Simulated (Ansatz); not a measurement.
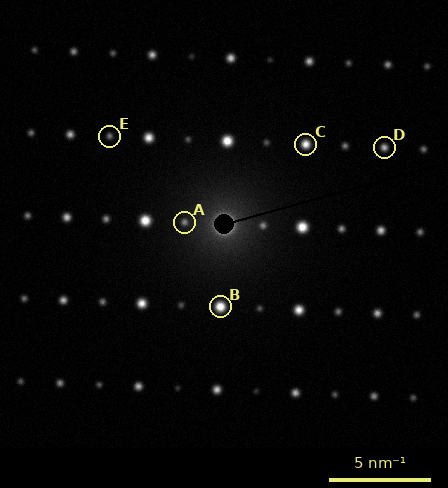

Simulated selected-area electron diffraction pattern (200 kV, kinematic approximation, thin crystal, B = 1 Å² for all atoms). The zone axis points towards the electron source and the pattern is seen from the source side.

Ta, space group Fmmm (No. 69), a = 3.06 Å, b = 4.83 Å, c = 10.19 Å. Structure: the end point of a relaxation with DFT r2SCAN, scalar-relativistic, plane waves, PAW in Ansatz 0.2.0; the starting structure was generated, so it need not be a known form of this composition.

Spot A is indexed 0 0 -2 and spot B 0 2 0.

Give hkl for C, D, E.

C = −2A − B = 0 -2 4 (d = 1.753 Å). D = −4A − B = 0 -2 8 (d = 1.127 Å). E = 3A − B = 0 -2 -6 (d = 1.389 Å).

Give [uvw].

The cross product of A and B is parallel to [100]; every spot obeys hu + kv + lw = 0.

What are the spacings of A and B and the angle between them?

d(A) = 5.097 Å, d(B) = 2.414 Å, and the angle is 90.0°.
